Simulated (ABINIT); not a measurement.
Geometry relaxation, with input and output: La2O3 (part 2 of 4)

La2O3 (P-62m, 5 atoms in the cell); Kohn-Sham DFT of a periodic cell, LDA, JTH PAW LDA v2.0, no spin polarisation (ABINIT 10.8.3); cutoff 625.86 eV, 4×4×7 k-mesh, fermi-dirac of 0.05 eV. The structure derives from a Materials Project entry.

Geometry of the input (Å; fractional positions):
```
6.2668  0.0000  0.0000
-3.1334  5.4272  0.0000
0.0000  0.0000  3.2998
La 0.6667  0.3333  0.5000
La 0.3333  0.6667  0.5000
O  0.5080  0.0000  0.0000
O  -0.0000  0.5080  0.0000
O  0.4920  0.4920  0.0000
```

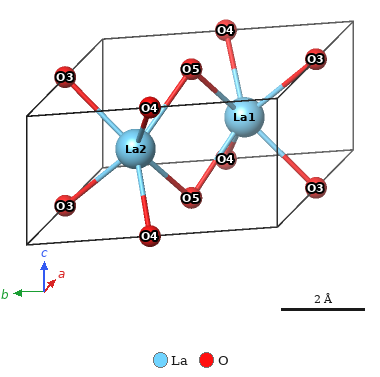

The starting structure (ball-and-stick view of the cell of the calculation, seen at an oblique angle; atoms are numbered from 1 in the order of the input). An atom can appear more than once, as a periodic image.

## Output, continued
```
 ------------------------------------------------
 Atom  Sphere_radius  Integrated_density
    1        2.51647          7.98656519
    2        2.51647          7.98656519
    3        1.41465          4.50479796
    4        1.41465          4.50479796
    5        1.41465          4.50479796

---OUTPUT-----------------------------------------------------------------------

 Cartesian coordinates (xcart) [bohr]
  5.91442370656416E+00  3.41469411914768E+00  3.10067337750814E+00
  2.04708064027774E-15  6.82938823829535E+00  3.10067337750814E+00
  6.00740053407529E+00  1.13732160993896E-15  0.00000000000000E+00
 -3.00370026703764E+00  5.20256147331089E+00  0.00000000000000E+00
  2.91072343952651E+00  5.04152088413215E+00  0.00000000000000E+00
 Reduced coordinates (xred)
  6.66666666666667E-01  3.33333333333333E-01  5.00000000000000E-01
  3.33333333333333E-01  6.66666666666667E-01  5.00000000000000E-01
  5.07860176419889E-01  1.11022302462516E-16  0.00000000000000E+00
  1.11022302462516E-16  5.07860176419889E-01  0.00000000000000E+00
  4.92139823580111E-01  4.92139823580112E-01  0.00000000000000E+00
 Cartesian forces (fcart) [Ha/bohr]; max,rms= 1.26021E-03 5.63581E-04 (free atoms)
  2.16825516289842E-20  4.33689482025179E-20 -2.03532796699788E-31
  2.16840434497101E-20  4.33680868994202E-20 -2.03532796699788E-31
 -1.26020613351993E-03  7.10036841755964E-21  1.35688531133192E-31
  6.30103066759966E-04 -1.09137052561361E-03  1.35688531133192E-31
  6.30103066759966E-04  1.09137052561361E-03  1.35688531133192E-31
 Gradient of E wrt nuclear positions in reduced coordinates (gred)
 -2.56479594746531E-19 -3.16035279769009E-19  1.26217744835362E-30
 -2.56497241266265E-19 -3.16017633249274E-19  1.26217744835362E-30
  1.49067860624957E-02 -7.45339303124783E-03 -8.41451632235746E-31
 -7.45339303124783E-03  1.49067860624957E-02 -8.41451632235746E-31
 -7.45339303124783E-03 -7.45339303124783E-03 -8.41451632235746E-31
 Scale of Primitive Cell (acell) [bohr]
  1.18288474131283E+01  1.18288474132877E+01  6.20134675501628E+00
 Real space primitive translations (rprimd) [bohr]
  1.18288474131283E+01  0.00000000000000E+00  0.00000000000000E+00
 -5.91442370656415E+00  1.02440823574430E+01  0.00000000000000E+00
  0.00000000000000E+00  0.00000000000000E+00  6.20134675501628E+00
 Unitary Cell Volume (ucvol) [Bohr^3]=  7.51452453945467E+02
 Angles (23,13,12)= [degrees]
  9.00000000000000E+01  9.00000000000000E+01  1.19999999999554E+02
 Lengths [Bohr]
  1.18288474131283E+01  1.18288474132877E+01  6.20134675501628E+00
 Stress tensor in cartesian coordinates (strten) [Ha/bohr^3]
  2.03327182460768E-05  0.00000000000000E+00  0.00000000000000E+00
  0.00000000000000E+00  2.03327178854990E-05  0.00000000000000E+00
  0.00000000000000E+00  0.00000000000000E+00  1.24395581503810E-04
 Total energy (etotal) [Ha]= -1.13159981371922E+02

 Difference of energy with previous step (new-old):
           Absolute (Ha)=-6.99464E-04
           Relative     =-6.18121E-06

--- Iteration: ( 3/60) Internal Cycle: (1/1)
--------------------------------------------------------------------------------

---SELF-CONSISTENT-FIELD CONVERGENCE--------------------------------------------

--- !BeginCycle
iteration_state: {dtset: 1, itime: 3, icycle: 1, }
solver: {iscf: 17, nstep: 100, nline: 4, wfoptalg: 10, }
tolerances: {tolvrs: 1.00E-09, }
...

     iter   Etot(hartree)      deltaE(h)  residm     nres2
 ETOT  1  -113.17523934508    -1.132E+02 2.069E+03 5.402E+00
 ETOT  2  -113.16767624020     7.563E-03 1.141E+01 5.380E+00
 ETOT  3  -113.16126826821     6.408E-03 1.007E+02 1.215E-01
 ETOT  4  -113.16071323674     5.550E-04 6.916E+01 3.119E-02
 ETOT  5  -113.16059030917     1.229E-04 1.550E+01 1.648E-02
 ETOT  6  -113.16054630786     4.400E-05 3.340E+01 6.197E-03
 ETOT  7  -113.16056080575    -1.450E-05 4.675E-01 2.361E-03
 ETOT  8  -113.16060652077    -4.572E-05 2.669E+00 4.799E-04
 ETOT  9  -113.16060712877    -6.080E-07 1.139E-01 1.819E-04
 ETOT 10  -113.16060763994    -5.112E-07 3.256E+00 6.255E-05
 ETOT 11  -113.16060784295    -2.030E-07 8.164E-02 1.653E-06
 ETOT 12  -113.16060786316    -2.021E-08 2.303E+00 3.367E-07
 ETOT 13  -113.16060786375    -5.878E-10 5.213E-02 5.637E-09
 ETOT 14  -113.16060786278     9.665E-10 1.327E+00 6.964E-09
 ETOT 15  -113.16060786217     6.123E-10 3.373E-02 6.077E-10

 At SCF step   15       nres2   =  6.08E-10 < tolvrs=  1.00E-09 =>converged.

 Cartesian components of stress tensor (hartree/bohr^3)
  sigma(1 1)= -1.14592097E-05  sigma(3 2)=  0.00000000E+00
  sigma(2 2)= -1.14592101E-05  sigma(3 1)=  0.00000000E+00
  sigma(3 3)=  1.90401414E-06  sigma(2 1)=  0.00000000E+00

--- !ResultsGS
iteration_state: {dtset: 1, itime: 3, icycle: 1, }
comment   : Summary of ground state results
lattice_vectors:
- [ 11.8176947,   0.0000000,   0.0000000, ]
- [ -5.9088474,  10.2344239,   0.0000000, ]
- [  0.0000000,   0.0000000,   6.1294386, ]
lattice_lengths: [  11.81769,   11.81769,    6.12944, ]
lattice_angles: [ 90.000,  90.000, 120.000, ] # degrees, (23, 13, 12)
lattice_volume:   7.4133903E+02
convergence: {deltae:  6.123E-10, res2:  6.077E-10, residm:  3.373E-02, diffor: null, }
etotal    :  -1.13160608E+02
entropy   :   0.00000000E+00
fermie    :   5.69406795E-02
cartesian_stress_tensor: # hartree/bohr^3
- [ -1.14592097E-05,   0.00000000E+00,   0.00000000E+00, ]
- [  0.00000000E+00,  -1.14592101E-05,   0.00000000E+00, ]
- [  0.00000000E+00,   0.00000000E+00,   1.90401414E-06, ]
pressure_GPa:   2.0609E-01
xred      :
- [  6.6667E-01,   3.3333E-01,   5.0000E-01, La]
- [  3.3333E-01,   6.6667E-01,   5.0000E-01, La]
- [  5.0612E-01,   1.1101E-16,   0.0000E+00,  O]
- [  1.1101E-16,   5.0612E-01,   0.0000E+00,  O]
- [  4.9388E-01,   4.9388E-01,   0.0000E+00,  O]
cartesian_forces: # hartree/bohr
- [ -3.25260652E-20,   2.17116312E-20,  -0.00000000E+00, ]
- [ -3.25141193E-20,   2.16771465E-20,  -0.00000000E+00, ]
- [ -8.83467057E-04,   2.24492930E-19,  -0.00000000E+00, ]
- [  4.41733529E-04,  -7.65104915E-04,  -0.00000000E+00, ]
- [  4.41733529E-04,   7.65104915E-04,  -0.00000000E+00, ]
force_length_stats: {min:   3.90777000E-20, max:   8.83467057E-04, mean:   5.30080234E-04, }
...

 Integrated electronic density in atomic spheres:
 ------------------------------------------------
 Atom  Sphere_radius  Integrated_density
    1        2.51647          8.01114695
    2        2.51647          8.01114695
    3        1.41465          4.52327840
    4        1.41465          4.52327840
    5        1.41465          4.52327840

---OUTPUT-----------------------------------------------------------------------

 Cartesian coordinates (xcart) [bohr]
  5.90884736682360E+00  3.41147461789732E+00  3.06471931309525E+00
  7.13162082521397E-16  6.82294923579463E+00  3.06471931309525E+00
  5.98118820610514E+00  1.13615683240937E-15  0.00000000000000E+00
 -2.99059410305257E+00  5.17986093139600E+00  0.00000000000000E+00
  2.91825326377103E+00  5.05456292229595E+00  0.00000000000000E+00
 Reduced coordinates (xred)
  6.66666666666667E-01  3.33333333333333E-01  5.00000000000000E-01
  3.33333333333333E-01  6.66666666666667E-01  5.00000000000000E-01
  5.06121400231770E-01  1.11013267444412E-16  0.00000000000000E+00
  1.11013267444412E-16  5.06121400231770E-01  0.00000000000000E+00
  4.93878599768230E-01  4.93878599768230E-01  0.00000000000000E+00
 Cartesian forces (fcart) [Ha/bohr]; max,rms= 8.83467E-04 3.95098E-04 (free atoms)
 -3.25260651745651E-20  2.17116311595595E-20 -0.00000000000000E+00
 -3.25141193457840E-20  2.16771465222477E-20 -0.00000000000000E+00
 -8.83467057443508E-04  2.24492930411921E-19 -0.00000000000000E+00
  4.41733528721754E-04 -7.65104915139016E-04 -0.00000000000000E+00
  4.41733528721754E-04  7.65104915139016E-04 -0.00000000000000E+00
 Gradient of E wrt nuclear positions in reduced coordinates (gred)
  3.84383109119724E-19 -4.14397590401819E-19 -0.00000000000000E+00
  3.84241936961848E-19 -4.13974073928192E-19 -0.00000000000000E+00
  1.04405439921009E-02 -5.22027199605047E-03 -0.00000000000000E+00
 -5.22027199605046E-03  1.04405439921009E-02 -0.00000000000000E+00
 -5.22027199605046E-03 -5.22027199605046E-03 -0.00000000000000E+00
 Scale of Primitive Cell (acell) [bohr]
  1.18176947336472E+01  1.18176947338065E+01  6.12943862619050E+00
 Real space primitive translations (rprimd) [bohr]
  1.18176947336472E+01  0.00000000000000E+00  0.00000000000000E+00
 -5.90884736682360E+00  1.02344238536919E+01  0.00000000000000E+00
  0.00000000000000E+00  0.00000000000000E+00  6.12943862619050E+00
 Unitary Cell Volume (ucvol) [Bohr^3]=  7.41339033215434E+02
 Angles (23,13,12)= [degrees]
  9.00000000000000E+01  9.00000000000000E+01  1.19999999999554E+02
 Lengths [Bohr]
  1.18176947336472E+01  1.18176947338065E+01  6.12943862619050E+00
 Stress tensor in cartesian coordinates (strten) [Ha/bohr^3]
 -1.14592096937521E-05  0.00000000000000E+00  0.00000000000000E+00
  0.00000000000000E+00 -1.14592100630643E-05  0.00000000000000E+00
  0.00000000000000E+00  0.00000000000000E+00  1.90401414157382E-06
 Total energy (etotal) [Ha]= -1.13160607862168E+02

 Difference of energy with previous step (new-old):
           Absolute (Ha)=-6.26490E-04
           Relative     =-5.53631E-06

--- Iteration: ( 4/60) Internal Cycle: (1/1)
--------------------------------------------------------------------------------

---SELF-CONSISTENT-FIELD CONVERGENCE--------------------------------------------

--- !BeginCycle
iteration_state: {dtset: 1, itime: 4, icycle: 1, }
solver: {iscf: 17, nstep: 100, nline: 4, wfoptalg: 10, }
tolerances: {tolvrs: 1.00E-09, }
...

     iter   Etot(hartree)      deltaE(h)  residm     nres2
 ETOT  1  -113.16277119982    -1.132E+02 9.617E-03 8.907E-01
 ETOT  2  -113.16078069968     1.991E-03 1.934E-04 3.744E-02
 ETOT  3  -113.16066024754     1.205E-04 2.168E-05 5.148E-03
 ETOT  4  -113.16065918285     1.065E-06 6.289E-06 1.474E-03
 ETOT  5  -113.16065905213     1.307E-07 9.481E-06 2.115E-04
 ETOT  6  -113.16065903692     1.521E-08 4.916E-06 2.698E-05
 ETOT  7  -113.16065928075    -2.438E-07 8.714E-06 4.601E-06
 ETOT  8  -113.16065932653    -4.578E-08 4.472E-06 1.203E-06
 ETOT  9  -113.16065933604    -9.513E-09 8.075E-06 4.097E-07
 ETOT 10  -113.16065933053     5.515E-09 4.015E-06 1.245E-07
 ETOT 11  -113.16065931646     1.407E-08 7.329E-06 1.984E-09
 ETOT 12  -113.16065931522     1.239E-09 3.639E-06 9.566E-10

 At SCF step   12       nres2   =  9.57E-10 < tolvrs=  1.00E-09 =>converged.

 Cartesian components of stress tensor (hartree/bohr^3)
  sigma(1 1)= -7.72469939E-06  sigma(3 2)=  0.00000000E+00
  sigma(2 2)= -7.72469976E-06  sigma(3 1)=  0.00000000E+00
  sigma(3 3)= -3.54244296E-06  sigma(2 1)=  0.00000000E+00

--- !ResultsGS
iteration_state: {dtset: 1, itime: 4, icycle: 1, }
comment   : Summary of ground state results
lattice_vectors:
- [ 11.8289214,   0.0000000,   0.0000000, ]
- [ -5.9144607,  10.2441464,   0.0000000, ]
- [  0.0000000,   0.0000000,   6.1239178, ]
lattice_lengths: [  11.82892,   11.82892,    6.12392, ]
lattice_angles: [ 90.000,  90.000, 120.000, ] # degrees, (23, 13, 12)
lattice_volume:   7.4207923E+02
convergence: {deltae:  1.239E-09, res2:  9.566E-10, residm:  3.639E-06, diffor: null, }
etotal    :  -1.13160659E+02
entropy   :   0.00000000E+00
fermie    :   5.66862930E-02
cartesian_stress_tensor: # hartree/bohr^3
- [ -7.72469939E-06,   0.00000000E+00,   0.00000000E+00, ]
- [  0.00000000E+00,  -7.72469976E-06,   0.00000000E+00, ]
- [  0.00000000E+00,   0.00000000E+00,  -3.54244296E-06, ]
pressure_GPa:   1.8625E-01
xred      :
- [  6.6667E-01,   3.3333E-01,   5.0000E-01, La]
- [  3.3333E-01,   6.6667E-01,   5.0000E-01, La]
- [  5.0476E-01,   1.1102E-16,   0.0000E+00,  O]
- [  1.1102E-16,   5.0476E-01,   0.0000E+00,  O]
- [  4.9524E-01,   4.9524E-01,   0.0000E+00,  O]
cartesian_forces: # hartree/bohr
- [  1.08420217E-20,   2.17391665E-20,  -0.00000000E+00, ]
- [  1.08420217E-20,   2.17391665E-20,  -0.00000000E+00, ]
- [ -7.02055950E-04,  -5.43829549E-20,  -0.00000000E+00, ]
- [  3.51027975E-04,  -6.07998288E-04,  -0.00000000E+00, ]
- [  3.51027975E-04,   6.07998288E-04,  -0.00000000E+00, ]
force_length_stats: {min:   2.42928137E-20, max:   7.02055950E-04, mean:   4.21233570E-04, }
...

 Integrated electronic density in atomic spheres:
 ------------------------------------------------
 Atom  Sphere_radius  Integrated_density
    1        2.51647          8.00731054
    2        2.51647          8.00731054
    3        1.41465          4.51517786
    4        1.41465          4.51517786
    5        1.41465          4.51517786

---OUTPUT-----------------------------------------------------------------------

 Cartesian coordinates (xcart) [bohr]
  5.91446070377534E+00  3.41471547949751E+00  3.06195888585421E+00
  8.62853700719098E-16  6.82943095899503E+00  3.06195888585421E+00
  5.97071286785821E+00  1.13732872436462E-15  0.00000000000000E+00
 -2.98535643392911E+00  5.17078902236077E+00  0.00000000000000E+00
  2.92910426984623E+00  5.07335741613177E+00  0.00000000000000E+00
 Reduced coordinates (xred)
  6.66666666666667E-01  3.33333333333333E-01  5.00000000000000E-01
  3.33333333333333E-01  6.66666666666667E-01  5.00000000000000E-01
  5.04755477033347E-01  1.11022302462516E-16  0.00000000000000E+00
  1.11022302462516E-16  5.04755477033347E-01  0.00000000000000E+00
  4.95244522966653E-01  4.95244522966653E-01  0.00000000000000E+00
 Cartesian forces (fcart) [Ha/bohr]; max,rms= 7.02056E-04 3.13969E-04 (free atoms)
  1.08420217248550E-20  2.17391665031429E-20 -0.00000000000000E+00
  1.08420217248550E-20  2.17391665031429E-20 -0.00000000000000E+00
 -7.02055950461654E-04 -5.43829548778052E-20 -0.00000000000000E+00
  3.51027975230827E-04 -6.07998287966897E-04 -0.00000000000000E+00
  3.51027975230827E-04  6.07998287966897E-04 -0.00000000000000E+00
 Gradient of E wrt nuclear positions in reduced coordinates (gred)
 -1.28249422882267E-19 -1.58574493667834E-19 -0.00000000000000E+00
 -1.28249422882267E-19 -1.58574493667834E-19 -0.00000000000000E+00
  8.30456466171420E-03 -4.15228233085710E-03  0.00000000000000E+00
 -4.15228233085710E-03  8.30456466171419E-03 -0.00000000000000E+00
 -4.15228233085710E-03 -4.15228233085710E-03 -0.00000000000000E+00
 Scale of Primitive Cell (acell) [bohr]
  1.18289214075507E+01  1.18289214077101E+01  6.12391777170841E+00
 Real space primitive translations (rprimd) [bohr]
  1.18289214075507E+01  0.00000000000000E+00  0.00000000000000E+00
 -5.91446070377534E+00  1.02441464384925E+01  0.00000000000000E+00
  0.00000000000000E+00  0.00000000000000E+00  6.12391777170841E+00
 Unitary Cell Volume (ucvol) [Bohr^3]=  7.42079227641256E+02
 Angles (23,13,12)= [degrees]
  9.00000000000000E+01  9.00000000000000E+01  1.19999999999554E+02
 Lengths [Bohr]
  1.18289214075507E+01  1.18289214077101E+01  6.12391777170841E+00
 Stress tensor in cartesian coordinates (strten) [Ha/bohr^3]
 -7.72469939457066E-06  0.00000000000000E+00  0.00000000000000E+00
  0.00000000000000E+00 -7.72469976328093E-06  0.00000000000000E+00
  0.00000000000000E+00  0.00000000000000E+00 -3.54244296246232E-06
 Total energy (etotal) [Ha]= -1.13160659315220E+02

 Difference of energy with previous step (new-old):
           Absolute (Ha)=-5.14531E-05
           Relative     =-4.54690E-07

--- Iteration: ( 5/60) Internal Cycle: (1/1)
--------------------------------------------------------------------------------

---SELF-CONSISTENT-FIELD CONVERGENCE--------------------------------------------

--- !BeginCycle
iteration_state: {dtset: 1, itime: 5, icycle: 1, }
solver: {iscf: 17, nstep: 100, nline: 4, wfoptalg: 10, }
tolerances: {tolvrs: 1.00E-09, }
...

     iter   Etot(hartree)      deltaE(h)  residm     nres2
 ETOT  1  -113.19070878367    -1.132E+02 2.295E-04 1.255E+01
 ETOT  2  -113.16239780525     2.831E-02 2.520E-05 4.756E-01
 ETOT  3  -113.16065865901     1.739E-03 1.114E-04 1.901E-02
 ETOT  4  -113.16071599660    -5.734E-05 5.059E-06 1.513E-02
 ETOT  5  -113.16071835846    -2.362E-06 2.724E-06 1.601E-03
 ETOT  6  -113.16072217708    -3.819E-06 4.653E-06 2.211E-04
 ETOT  7  -113.16072429050    -2.113E-06 2.271E-06 3.960E-05
 ETOT  8  -113.16072533336    -1.043E-06 3.281E-06 1.601E-05
 ETOT  9  -113.16072567239    -3.390E-07 1.775E-06 3.804E-06
 ETOT 10  -113.16072571237    -3.997E-08 2.629E-06 1.117E-06
 ETOT 11  -113.16072570344     8.921E-09 1.577E-06 1.399E-07
 ETOT 12  -113.16072569852     4.929E-09 2.183E-06 4.783E-09
 ETOT 13  -113.16072569779     7.220E-10 1.548E-06 2.827E-10

 At SCF step   13       nres2   =  2.83E-10 < tolvrs=  1.00E-09 =>converged.

 Cartesian components of stress tensor (hartree/bohr^3)
  sigma(1 1)=  3.17947927E-07  sigma(3 2)=  0.00000000E+00
  sigma(2 2)=  3.17947559E-07  sigma(3 1)=  0.00000000E+00
  sigma(3 3)= -1.02692412E-06  sigma(2 1)=  0.00000000E+00
```
